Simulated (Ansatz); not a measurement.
## Geometry relaxation, with input and output: LiH (part 2 of 2)

Continued. System: LiH (Fm-3m, 2 atoms in the cell). Method: DFT, PBE, plane waves, PAW, no spin polarisation (Ansatz 0.2.0); cutoff 240 eV, 10×10×10 k-mesh, Gaussian smearing of 0.02 eV. The structure derives from an entry of the Crystallography Open Database. The settings are looser than a standard set-up, so the numbers are not reference values.

Geometry of the input (Å; fractional positions):
```
0.0000  2.0368  2.0368
2.0368  0.0000  2.0368
2.0368  2.0368  0.0000
Li 0.0000  0.0000  0.0000
H  0.5000  0.5000  0.5000
```

Log, continued:
```
Crystal: 2 atoms, lattice volume = 16.225 Å³
iter 1 solved again at ethr=2.87e-8 eV; its pass at ethr=3.10e-3 eV (dr2=1.15e-6 eV) is discarded
SCF iter   1: F=—  HF=-221.268955 eV  |F-HF|=—  |Δ(HF+E_count)|=         —  Δρ=8.89e-5  dr2=1.15e-6  ethr=2.87e-8  ⟨swp⟩=1.0  Hψ=2520  notcnv=0
preconditioner: auto → none  [insulator: Δε(μ)=2.939 eV  Ē_g=14.066 eV  σ=0.020 eV  W_gap=1.00  n_scr=0 (ndim 8)  ℏωp=13.0 eV  f_vac=0.000  D(μ)=0.00/eV (n_scr^D=0)  ε∞_Penn≈1.9]
SCF iter   2: F=—  HF=-221.268888 eV  |F-HF|=—  |Δ(HF+E_count)|=   6.74e-5  Δρ=2.08e-5  dr2=6.37e-8  ethr=2.87e-8  ⟨swp⟩=2.0  Hψ=329  notcnv=0
SCF iter   3: F=-221.268888 eV  HF=-221.268888 eV  |F-HF|=2.63e-9  |Δ(HF+E_count)|=   5.27e-8  Δρ=3.28e-6  dr2=1.74e-9  ethr=1.84e-10  ⟨swp⟩=5.0  Hψ=752  notcnv=0
SCF 8 converged in 3 iterations: F = -221.268888 eV  dr2 = 1.74e-9
relax step   8: F+E_penalty+E_count = -221.26888788 eV  Δ(F+E_penalty+E_count) = -6.831e-4 eV  max|allowed force component| = 1.541e-31 eV/Å  Δτ_max = 0.0000 Å  P = -0.002 GPa  Ω = 16.225 Å³  energy of the carried Pulay correction = +6.796e-4 eV  (3 SCF iters, dr2 threshold 7.36e-9 eV, accepted)
iter 1 solved again at ethr=5.11e-9 eV; its pass at ethr=3.10e-3 eV (dr2=2.05e-7 eV) is discarded
SCF iter   1: F=—  HF=-221.268955 eV  |F-HF|=—  |Δ(HF+E_count)|=         —  Δρ=1.18e-5  dr2=2.26e-8  ethr=5.11e-9  ⟨swp⟩=2.2  Hψ=2997  notcnv=0
preconditioner: auto → none  [insulator: Δε(μ)=2.938 eV  Ē_g=14.065 eV  σ=0.020 eV  W_gap=1.00  n_scr=0 (ndim 8)  ℏωp=13.0 eV  f_vac=0.000  D(μ)=0.00/eV (n_scr^D=0)  ε∞_Penn≈1.9]
SCF iter   2: F=—  HF=-221.268888 eV  |F-HF|=—  |Δ(HF+E_count)|=   6.70e-5  Δρ=5.66e-6  dr2=3.78e-9  ethr=5.65e-10  ⟨swp⟩=2.0  Hψ=376  notcnv=0
SCF iter   3: F=—  HF=-221.268888 eV  |F-HF|=—  |Δ(HF+E_count)|=   1.13e-9  Δρ=3.13e-6  dr2=1.06e-9  ethr=9.46e-11  ⟨swp⟩=1.0  Hψ=282  notcnv=0
SCF iter   4: F=—  HF=-221.268888 eV  |F-HF|=—  |Δ(HF+E_count)|=  3.58e-10  Δρ=1.56e-6  dr2=3.49e-10  ethr=2.66e-11  ⟨swp⟩=2.0  Hψ=376  notcnv=0
SCF iter   5: F=—  HF=-221.268888 eV  |F-HF|=—  |Δ(HF+E_count)|=  8.88e-11  Δρ=7.71e-7  dr2=8.60e-11  ethr=8.74e-12  ⟨swp⟩=1.0  Hψ=282  notcnv=0
SCF iter   6: F=-221.268888 eV  HF=-221.268888 eV  |F-HF|=3.72e-12  |Δ(HF+E_count)|=  1.37e-11  Δρ=3.29e-7  dr2=1.57e-11  ethr=1.00e-12  ⟨swp⟩=3.0  Hψ=877  notcnv=0
SCF 9 converged in 6 iterations: F = -221.268888 eV  dr2 = 1.57e-11
relax step   9: F+E_penalty+E_count = -221.26888788 eV  Δ(F+E_penalty+E_count) = -2.327e-10 eV  max|allowed force component| = 1.972e-31 eV/Å  Δτ_max = 0.0000 Å  P = -0.008 GPa  Ω = 16.225 Å³  stress off target by 8.44e-3 GPa  SCF on the basis re-selected at this cell (its energy is not comparable with the rows above)  (6 SCF iters)
```

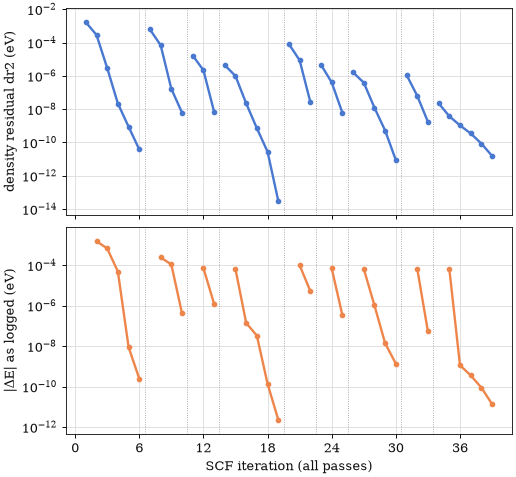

**Figure 1.** Convergence of the self-consistent field: density residual dr2 and size of the energy change against the SCF iteration. The dotted lines part the SCF passes of the relaxation: geometry steps, rejected trials and re-solves on a re-selected basis. The 9 passes take 3 to 6 iterations each, 39 in all.

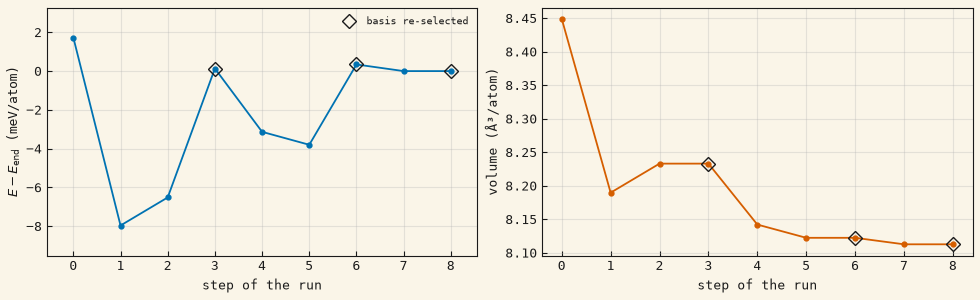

**Figure 2.** Progress of the relaxation, step by step (the first geometry is step 0 here and step 1 in the log).

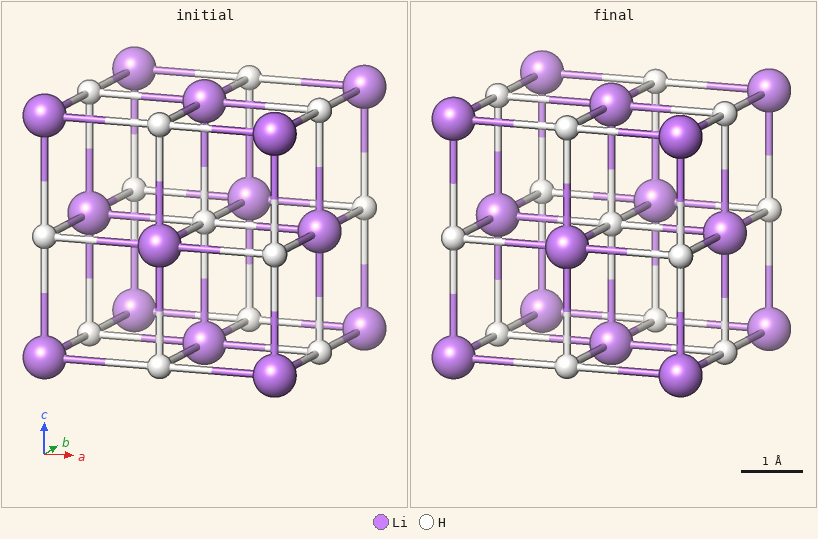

**Figure 3.** Before (left) and after (right) the relaxation, at one scale (ball-and-stick view of the cell 4 times as large as that of the calculation, set on its symmetry axes, seen slightly off an axis). Over 5 geometry steps the energy falls by 1.7 meV per atom. All forces vanish by symmetry, so only the cell relaxes. Pressure: −1.39 GPa at the start and −0.01 GPa at the end. The basis was re-selected twice at an unchanged geometry, which shifts the energy a little without any move. No atom moves by more than 0.005 Å relative to the cell. Cell: a = b = c 4.074 → 4.019 Å (−1.3 %). Volume −4.0 %. Distances before and after: Li1–H2 2.037 → 2.009 Å. The space group stays Fm-3m (No. 225). The energy change given includes the shifts at the re-selections in mid-walk, which come without any move. A last SCF at the same geometry on a re-selected plane-wave basis shifts the energy by next to nothing (0.0 meV per atom). (Atoms are counted from 1 in the order of the input.)

```
basis re-selected at this cell: Δ(F+E_penalty+E_count) = -2.327e-10 eV, ΔP = -0.006 GPa vs the last step (what re-selecting the basis moved, of the pressure what is left beyond the Pulay correction that the steps carried, after the strain that the cell walked since its last selection, with what the two solves' SCF thresholds leave and, on support functions, any second-order correction that the steps lacked; it is no measure of the basis error at this ecutwfc). This SCF's stress stands 8.44e-3 GPa from its target on what of the cell is left free (relax.cell.stress_tol is 5.00e-2 GPa) and its largest allowed force component is 1.97e-31 eV/Å (relax.f_tol is 5.00e-3 eV/Å): within both
SCF converged after 6 iterations
Free energy (F): -221.268888 eV
Harris-Foulkes:  -221.268888 eV  (|F-HF|=3.72e-12)
Internal energy: -221.268888 eV  (E = F + TS)
E sigma→0 (E₀):  -221.268888 eV
Fermi energy:    2.214651 eV
--- Per-component energies (eV) ---
  E_band       = -90.481983
  E_kinetic    = 35.941982
  E_local      = -124.647389  (includes V_loc(G=0)·N_el)
  E_nonlocal   = -31.736675
  E_hartree    = 34.911921
  E_xc         = -20.198413
  E_vxc        = -26.076019  (∫ρ·V_xc dr)
  E_paw        = -21.686506  (= ΣΔE_a)
  E_vpaw       = -13.789589  (= ΣTr[D̂ρ^β])
  E_aug_tail   = 0.001860  (compensation charges beyond the density's cutoff)
  E_ewald      = -93.855668
  E_smearing   = -0.000000  (= −TS)
  E_closure    = 0.000000  (closes the sum)
  Σ components = -221.268888   (vs F -221.268888, Δ=0.00e0)
--- Forces (eV/Å), atoms counted from 1 ---
  atom   1  Li    -0.00000000     0.00000000     0.00000000
  atom   2  H      0.00000000    -0.00000000     0.00000000
  max |Σ_I F_I| component: 3.94e-31 eV/Å
--- Stress (GPa, compression-positive) ---
       -0.008437       0.000000       0.000000
        0.000000      -0.008437       0.000000
        0.000000       0.000000      -0.008437
  P = ⅓ Tr σ = -0.0084 GPa (-0.084 kbar)
--- Band table (eV; the first three rows and the last of 47) ---
  k-point 0: bands = ["-43.6707", "-4.6879", "16.7122", "18.5209", "18.5209", "18.5209"]
  k-point 1: bands = ["-43.6700", "-4.5184", "15.2421", "17.5287", "18.1327", "18.1327"]
  k-point 2: bands = ["-43.6628", "-4.0129", "12.0077", "16.2677", "17.5036", "17.5036"]
  k-point 46: bands = ["-43.6111", "0.5131", "5.1430", "6.9488", "12.3530", "18.2437"]
--- Relaxed structure (6 steps of the walk, 6 accepted, 3 SCFs on fresh bases) ---
  F+E_penalty+E_count = -221.26888788 eV   max|allowed force component| = 1.972e-31 eV/Å   (the final SCF, on the basis selected at the relaxed cell)
  cell:  # Å, volume = 16.2254 Å³
    - [-1.1703421119656018e-33, 2.0093471764924953, 2.0093471764924953]
    - [2.0093471764924953, -2.0110808010735827e-33, 2.0093471764924953]
    - [2.0093471764924953, 2.0093471764924953, 1.4521810293752429e-33]
  atoms:
    - { symbol: Li, position: [-6.303931735648525e-34, 1.1031880537384755e-33, 9.455897603474736e-35] }
    - { symbol: H, position: [0.5, 0.5, 0.5] }
```

Trajectory as extended XYZ (Å, eV, eV/Å), 9 frames, from step=1 to step=9:
```
2
Lattice="0.0000 2.0368 2.0368 2.0368 0.0000 2.0368 2.0368 2.0368 0.0000" Properties=species:S:1:pos:R:3:forces:R:3 step=1 energy=-221.26543 pressure_GPa=-1.39
Li    0.0000    0.0000    0.0000    0.0000   0.0000   0.0000
H     2.0368    2.0368    2.0368    0.0000   0.0000   0.0000
2
Lattice="0.0000 2.0157 2.0157 2.0157 0.0000 2.0157 2.0157 2.0157 0.0000" Properties=species:S:1:pos:R:3:forces:R:3 step=2 energy=-221.28481 pressure_GPa=0.29
Li    0.0000    0.0000    0.0000    0.0000   0.0000   0.0000
H     2.0157    2.0157    2.0157    0.0000   0.0000   0.0000
2
Lattice="0.0000 2.0192 2.0192 2.0192 0.0000 2.0192 2.0192 2.0192 0.0000" Properties=species:S:1:pos:R:3:forces:R:3 step=3 energy=-221.28192 pressure_GPa=-0.00
Li    0.0000    0.0000    0.0000    0.0000   0.0000   0.0000
H     2.0192    2.0192    2.0192    0.0000   0.0000   0.0000
2
Lattice="0.0000 2.0192 2.0192 2.0192 0.0000 2.0192 2.0192 2.0192 0.0000" Properties=species:S:1:pos:R:3:forces:R:3 step=4 energy=-221.26862 pressure_GPa=-0.60
Li    0.0000    0.0000    0.0000    0.0000   0.0000   0.0000
H     2.0192    2.0192    2.0192    0.0000   0.0000   0.0000
2
Lattice="0.0000 2.0118 2.0118 2.0118 0.0000 2.0118 2.0118 2.0118 0.0000" Properties=species:S:1:pos:R:3:forces:R:3 step=5 energy=-221.27515 pressure_GPa=-0.11
Li    0.0000    0.0000    0.0000    0.0000   0.0000   0.0000
H     2.0118    2.0118    2.0118    0.0000   0.0000   0.0000
2
Lattice="0.0000 2.0101 2.0101 2.0101 0.0000 2.0101 2.0101 2.0101 0.0000" Properties=species:S:1:pos:R:3:forces:R:3 step=6 energy=-221.27649 pressure_GPa=0.00
Li    0.0000    0.0000    0.0000    0.0000   0.0000   0.0000
H     2.0101    2.0101    2.0101    0.0000   0.0000   0.0000
2
Lattice="0.0000 2.0101 2.0101 2.0101 0.0000 2.0101 2.0101 2.0101 0.0000" Properties=species:S:1:pos:R:3:forces:R:3 step=7 energy=-221.26820 pressure_GPa=-0.05
Li    0.0000    0.0000    0.0000    0.0000   0.0000   0.0000
H     2.0101    2.0101    2.0101    0.0000   0.0000   0.0000
2
Lattice="0.0000 2.0093 2.0093 2.0093 0.0000 2.0093 2.0093 2.0093 0.0000" Properties=species:S:1:pos:R:3:forces:R:3 step=8 energy=-221.26889 pressure_GPa=-0.00
Li    0.0000    0.0000    0.0000    0.0000   0.0000   0.0000
H     2.0093    2.0093    2.0093    0.0000   0.0000   0.0000
2
Lattice="0.0000 2.0093 2.0093 2.0093 0.0000 2.0093 2.0093 2.0093 0.0000" Properties=species:S:1:pos:R:3:forces:R:3 step=9 energy=-221.26889 pressure_GPa=-0.01
Li    0.0000    0.0000    0.0000    0.0000   0.0000   0.0000
H     2.0093    2.0093    2.0093    0.0000   0.0000   0.0000
```

Summary:

```json
{"quantity": "outcome", "value": "converged"}
{"quantity": "space group (tolerance 0.01 Å)", "value": "Fm-3m (225)"}
{"quantity": "electrons treated", "value": "4"}
{"quantity": "free energy", "value": "−221.2689 eV"}
{"quantity": "Fermi energy", "value": "2.215 eV"}
{"quantity": "gap on the k-point mesh", "value": "2.94 eV"}
{"quantity": "pressure", "value": "−0.01 GPa"}
{"quantity": "final volume", "value": "16.23 Å³"}
{"quantity": "largest force (length of the vector) at the end", "value": "under 0.001 eV/Å"}
{"quantity": "final cell", "value": "a = 2.842 Å, b = 2.842 Å, c = 2.842 Å, α = 60.00°, β = 60.00°, γ = 60.00°"}
{"quantity": "wall time", "value": "3.4 s"}
{"quantity": "peak memory", "value": "0.32 GiB"}
```

Notes:

These settings are looser than, or depart from, a standard set-up, so the numbers are not reference values for this system. The program warns: the cutoff is below the recommended one.
